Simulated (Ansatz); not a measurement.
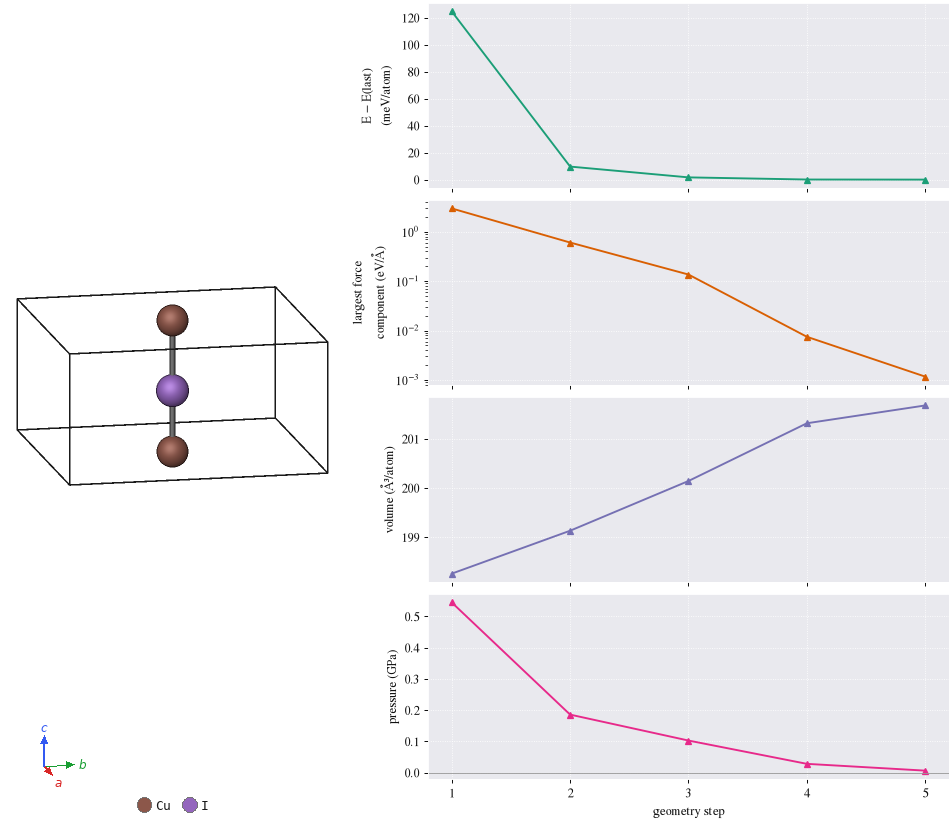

Beside the plot: the structure at the start.

History of a geometry optimisation. A closing SCF on a freshly chosen basis isn't drawn.

```
crystal:
  lattice:
    - [9.0, 0.0, 0.0]
    - [0.0, 9.3, 0.0]
    - [0.0, 0.0, 4.7373374778]
  atoms:
    - { symbol: Cu, position: [0.5, 0.5, 0.0], spin: 0.5 }
    - { symbol: I, position: [0.5, 0.5, 0.465], spin: 0.5 }
basis:
  ecutwfc: 420
kpoints:
  mp_grid: { grid: [1, 1, 14] }
hamiltonian:
  xc: pbe
scf:
  occupations: { method: gaussian, width: 0.05 }
output:
  forces: true
  stress: true
  eigenvalues: true
  populations: true
  write_density: true
  write_potential: true
  elf: true
  volumetric_format: npy
magnetization:
  spin_polarized: true
relax:
  adjacent_minimum: "off"
  f_tol: 0.01
  max_steps: 45
  cell: { fix: [a, b, alpha, beta, gamma], stress_tol: 0.03 }
```

Launched with:
```bash
ansatz run input.yaml --threads 2 --pin off --max-ram 5120MiB --backend cpu --events-out ev --progress --plain --runs-dir out
```

How did it end, and what did it gain?

The optimisation met its thresholds at geometry 5, counting the start as the first. The energy fell by about 120 meV/atom from the first step to the last. The largest force component goes from about 3 eV/Å at the start to 1.2 × 10⁻³ eV/Å at the end.

What happens to the cell?

The volume grows from 198.3 to 201.7 Å³ per atom (+2 %), as the pressure goes from 0.54 GPa to about 0 GPa. The start was compressed.
